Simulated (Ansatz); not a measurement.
## Geometry relaxation of P (part 2 of 2)

The same run, continued: P (Cmce, 4 atoms in the cell); DFT PBEsol, scalar-relativistic, plane waves, PAW, no spin polarisation (Ansatz 0.2.0); cutoff 420 eV, 14×14×10 k-mesh, Gaussian smearing of 0.1 eV. The structure derives from an entry of the Crystallography Open Database.

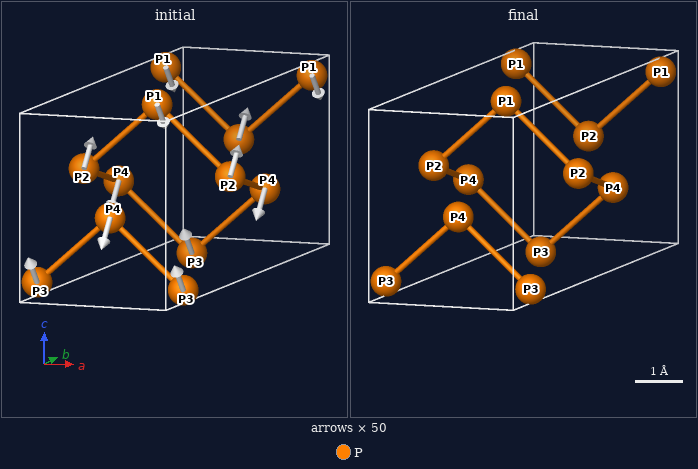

Before (left) and after (right) the relaxation, at one scale (ball-and-stick view of the cell 2 times as large as that of the calculation, set on its symmetry axes, seen slightly off an axis). The white arrows give the displacements (without the part carried along by the change of the cell), magnified 50 times. The largest moves relative to the cell, 0.017 Å, are those of P1, P2, P3 and P4. The volume changes by +1.7 %, with a 3.353 → 3.317 Å (−1.1 %), b 10.206 → 10.291 Å (+0.8 %), c 4.115 → 4.197 Å (+2.0 %). Among the contacts that change: P1–P2 2.238 → 2.228 Å, P1–P3 2.246 → 2.252 Å. The space group stays Cmce (No. 64). The energy falls by 4.0 meV per cell of the calculation in 4 geometry steps. The largest force component goes from 0.023 to 0.0033 eV/Å. Pressure: −0.08 GPa at the start and 0.00 GPa at the end. A last SCF at the same geometry on a re-selected plane-wave basis shifts the energy by −0.4 meV per cell of the calculation. (Atoms are counted from 1 in the order of the input.)

```
basis re-selected at this cell: Δ(F+E_penalty+E_count) = -3.752e-4 eV, ΔP = +0.011 GPa vs the last step (what re-selecting the basis moved, of the pressure what is left beyond the Pulay correction that the steps carried, after the strain that the cell walked since its last selection, with what the two solves' SCF thresholds leave and, on support functions, any second-order correction that the steps lacked; it is no measure of the basis error at this ecutwfc). The dense FFT grid was sized anew with the basis: this SCF ran on 40×40×30 points, the steps before it on 36×36×30, so part of this shift can come from that change (see relax.cell in the input reference). This SCF's stress stands 6.85e-3 GPa from its target on what of the cell is left free (relax.cell.stress_tol is 5.00e-2 GPa) and its largest allowed force component is 3.32e-3 eV/Å (relax.f_tol is 5.00e-3 eV/Å): within both
SCF converged after 5 iterations
Free energy (F): -2960.146472 eV
Harris-Foulkes:  -2960.146472 eV  (|F-HF|=4.55e-13)
Internal energy: -2960.145790 eV  (E = F + TS)
E sigma→0 (E₀):  -2960.146131 eV
Entropy (-TS):   -0.000681 eV (-0.170 meV/atom)
Fermi energy:    8.257185 eV
--- Per-component energies (eV) ---
  E_band       = 30.135685
  E_kinetic    = 280.755779
  E_local      = -234.656316  (includes V_loc(G=0)·N_el)
  E_nonlocal   = 136.257645
  E_hartree    = 60.510169
  E_xc         = -243.906147
  E_vxc        = -242.690008  (∫ρ·V_xc dr)
  E_paw        = -2216.427125  (= ΣΔE_a)
  E_vpaw       = -30.551771  (= ΣTr[D̂ρ^β])
  E_aug_tail   = 0.000012  (compensation charges beyond the density's cutoff)
  E_ewald      = -742.864193
  E_core_change = 0.184384  (= ΣΔE_core)
  E_smearing   = -0.000681  (= −TS)
  E_closure    = -0.000000  (closes the sum)
  Σ components = -2960.146472   (vs F -2960.146472, Δ=0.00e0)
--- Forces (eV/Å), atoms counted from 1 ---
  atom   1  P     -0.00000000     0.00331585    -0.00191568
  atom   2  P      0.00000000     0.00331585     0.00191568
  atom   3  P      0.00000000    -0.00331585     0.00191568
  atom   4  P     -0.00000000    -0.00331585    -0.00191568
  max |Σ_I F_I| component: 0.00e0 eV/Å
--- Stress (GPa, compression-positive) ---
       -0.006846      -0.000000       0.000000
       -0.000000      -0.002543      -0.000000
        0.000000      -0.000000      -0.005225
  P = ⅓ Tr σ = -0.0049 GPa (-0.049 kbar)
--- Band table (eV; the first three rows and the last of 342) ---
  k-point 0: bands = ["-7.6975", "-4.4073", "-0.8955", "1.0169", "3.1618", "3.9979", "4.2301", "5.3757", "5.6813", "6.9354", "9.2097", "9.4332", "10.1486", "11.6585"]
  k-point 1: bands = ["-7.6320", "-4.4726", "-1.0319", "1.0408", "3.4081", "3.4827", "4.2798", "5.6823", "6.0252", "6.5291", "9.2769", "9.8784", "10.0995", "11.4219"]
  k-point 2: bands = ["-7.4373", "-4.6949", "-1.2436", "1.0300", "2.6380", "4.2270", "4.4245", "5.6708", "5.7617", "7.0262", "9.5257", "9.8912", "10.7137", "10.9445"]
  k-point 341: bands = ["-6.0220", "-6.0220", "-1.5777", "-1.5777", "5.1414", "5.1414", "5.8113", "5.8113", "6.9852", "6.9852", "9.5648", "9.5648", "10.9322", "10.9322"]
--- Relaxed structure (5 steps of the walk, 5 accepted, 1 SCFs on fresh bases) ---
  F+E_penalty+E_count = -2960.14647189 eV   max|allowed force component| = 3.316e-3 eV/Å   (the final SCF, on the basis selected at the relaxed cell)
  cell:  # Å, volume = 71.6427 Å³
    - [1.658706891329606, -5.145355735414399, -8.015945660846641e-18]
    - [1.658706891329606, 5.145355735414399, 8.015945660846629e-18]
    - [-1.458616411833241e-32, 6.464301189930733e-18, 4.197174056764782]
  atoms:
    - { symbol: P, position: [0.10528251320198584, 0.8947174867980141, 0.9271258873776839] }
    - { symbol: P, position: [0.6052825132019859, 0.39471748679801416, 0.5728741126223161] }
    - { symbol: P, position: [0.8947174867980141, 0.10528251320198584, 0.07287411262231612] }
    - { symbol: P, position: [0.39471748679801416, 0.6052825132019859, 0.4271258873776839] }
```

Trajectory as extended XYZ (Å, eV, eV/Å), 6 frames, from step=1 to step=6:
```
4
Lattice="1.6767 -5.1028 0.0000 1.6767 5.1028 0.0000 0.0000 0.0000 4.1150" Properties=species:S:1:pos:R:3:forces:R:3 step=1 energy=-2960.14210 pressure_GPa=-0.08
P     1.6767    4.0172    3.8274    0.0000  -0.0068  -0.0226
P     1.6767   -1.0856    2.3452    0.0000  -0.0068   0.0226
P     1.6767   -4.0172    0.2877    0.0000   0.0068   0.0226
P     1.6767    1.0856    1.7698    0.0000   0.0068  -0.0226
4
Lattice="1.6651 -5.1541 0.0000 1.6651 5.1541 0.0000 0.0000 0.0000 4.1399" Properties=species:S:1:pos:R:3:forces:R:3 step=2 energy=-2960.14399 pressure_GPa=-0.07
P     1.6651    4.0687    3.8509    0.0000  -0.0265  -0.0928
P     1.6651   -1.0854    2.3590    0.0000  -0.0265   0.0928
P     1.6651   -4.0687    0.2890    0.0000   0.0265   0.0928
P     1.6651    1.0854    1.7809    0.0000   0.0265  -0.0928
4
Lattice="1.6618 -5.1470 0.0000 1.6618 5.1470 0.0000 0.0000 0.0000 4.1607" Properties=species:S:1:pos:R:3:forces:R:3 step=3 energy=-2960.14555 pressure_GPa=-0.02
P     1.6618    4.0606    3.8643    0.0000   0.0145  -0.0278
P     1.6618   -1.0864    2.3767    0.0000   0.0145   0.0278
P     1.6618   -4.0606    0.2963    0.0000  -0.0145   0.0278
P     1.6618    1.0864    1.7840    0.0000  -0.0145  -0.0278
4
Lattice="1.6595 -5.1466 0.0000 1.6595 5.1466 0.0000 0.0000 0.0000 4.1910" Properties=species:S:1:pos:R:3:forces:R:3 step=4 energy=-2960.14608 pressure_GPa=0.03
P     1.6595    4.0629    3.8857    0.0000   0.0043   0.0138
P     1.6595   -1.0837    2.4007    0.0000   0.0043  -0.0138
P     1.6595   -4.0629    0.3053    0.0000  -0.0043  -0.0138
P     1.6595    1.0837    1.7902    0.0000  -0.0043   0.0138
4
Lattice="1.6587 -5.1454 0.0000 1.6587 5.1454 0.0000 0.0000 0.0000 4.1972" Properties=species:S:1:pos:R:3:forces:R:3 step=5 energy=-2960.14610 pressure_GPa=-0.02
P     1.6587    4.0619    3.8913    0.0000   0.0032  -0.0019
P     1.6587   -1.0834    2.4045    0.0000   0.0032   0.0019
P     1.6587   -4.0619    0.3059    0.0000  -0.0032   0.0019
P     1.6587    1.0834    1.7927    0.0000  -0.0032  -0.0019
4
Lattice="1.6587 -5.1454 0.0000 1.6587 5.1454 0.0000 0.0000 0.0000 4.1972" Properties=species:S:1:pos:R:3:forces:R:3 step=6 energy=-2960.14647 pressure_GPa=-0.00
P     1.6587    4.0619    3.8913    0.0000   0.0033  -0.0019
P     1.6587   -1.0834    2.4045    0.0000   0.0033   0.0019
P     1.6587   -4.0619    0.3059    0.0000  -0.0033   0.0019
P     1.6587    1.0834    1.7927    0.0000  -0.0033  -0.0019
```

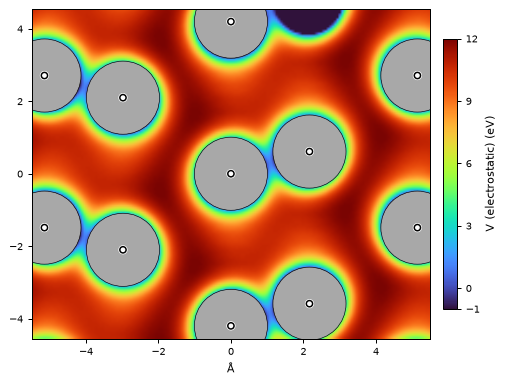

Electrostatic potential (local pseudopotential plus Hartree) felt by an electron on the (100) plane of the conventional cell. Circles mark the nuclei in the plane (P). Grey discs, where drawn, cover atomic cores. Outside the cores the potential energy rises away from the atoms and is highest about 1.9 Å from the nearest atoms; outside the discs it spans about 12 eV, and its zero is arbitrary. In a PAW calculation such maps are meaningful between the atoms, not at the nuclei.

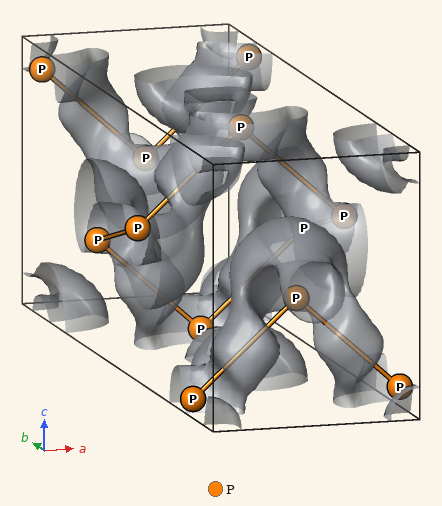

Isosurface of the ELF at 0.75 (grey), seen slightly off an axis. Only the valence region is drawn (cores and ρ < 0.01 e/Å³ removed). Sticks mark near contacts. The outline is the cell set on symmetry axes. Along the contacts the grid gives the following. P–P (2.23 Å): the ELF peaks at about 0.90 between the atoms, which marks localised, shared-pair bonding.

The run was set up as follows.

Input:
```yaml
crystal:
  lattice:
    - [1.6766815189, -5.1027934475, 0.0]
    - [1.6766815189, 5.1027934475, 0.0]
    - [0.0, 0.0, 4.1150470762]
  atoms:
    - { symbol: P, position: [0.1063699599, 0.8936300401, 0.9300867136] }
    - { symbol: P, position: [0.6063699599, 0.3936300401, 0.5699132864] }
    - { symbol: P, position: [0.8936300401, 0.1063699599, 0.0699132864] }
    - { symbol: P, position: [0.3936300401, 0.6063699599, 0.4300867136] }
basis:
  ecutwfc: 420
kpoints:
  mp_grid: { grid: [14, 14, 10] }
hamiltonian:
  xc: pbesol
scf:
  occupations: { method: gaussian, width: 0.1 }
output:
  forces: true
  stress: true
  eigenvalues: true
  write_density: true
  write_potential: true
  elf: true
  volumetric_format: npy
relax:
  adjacent_minimum: "off"
  f_tol: 0.005
  max_steps: 80
  cell: { stress_tol: 0.05 }
```

Launch command:
```bash
ansatz run input.yaml --threads 1 --pin off --max-ram 2560MiB --backend cpu --events-out ev --progress --plain --runs-dir out
```

Key numbers:

- outcome: converged
- space group (tolerance 0.01 Å): Cmce (64)
- electrons treated: 20
- free energy: −2960.1465 eV
- Fermi energy: 8.257 eV
- gap on the k-point mesh: none (metallic)
- pressure: 0.00 GPa
- final volume: 71.64 Å³
- largest force (length of the vector) at the end: 0.004 eV/Å
- final cell: a = 5.406 Å, b = 5.406 Å, c = 4.197 Å, α = 90.00°, β = 90.00°, γ = 144.26°
- hardware: 1 thread of Arm Neoverse V1, 24 GiB of memory available, shared host
- wall time: 2.6 min
- peak memory: 0.59 GiB
